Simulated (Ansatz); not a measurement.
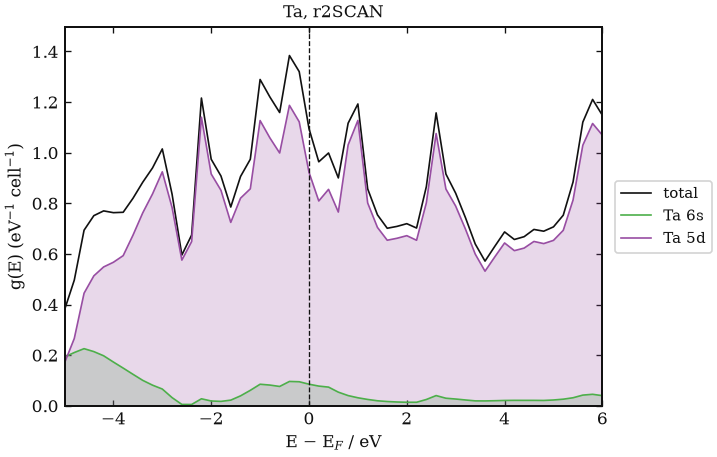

Density of states. Energies are counted from the Fermi level. The partial curves are projected on Löwdin-orthogonalised atomic shells.

System: Ta, space group Fm-3m, 1 atom in the cell.

```xyz
1
Lattice="0.0000 2.0859 2.0859 2.0859 0.0000 2.0859 2.0859 2.0859 0.0000" Properties=species:S:1:pos:R:3 pbc="T T T"
Ta    0.0000    0.0000    0.0000
```

Ansatz 0.2.0; DFT, r2SCAN, PAW with Ansatz's default frozen-core files, scalar-relativistic, no spin polarisation, 14×14×14 k mesh, 500 eV cutoff.

Q: Metal or insulator, and how many states lie at the Fermi level?

A: It is a metal. The density of states at the Fermi level is about 1.1 per eV and cell (mean within 0.25 eV).

Q: Which states dominate at the Fermi level?

A: By projected weight, the states within 0.3 eV of the Fermi level are Ta 5d almost alone.

The cell is at 5 GPa in this functional. Spin-orbit coupling is left out, which matters for Ta.
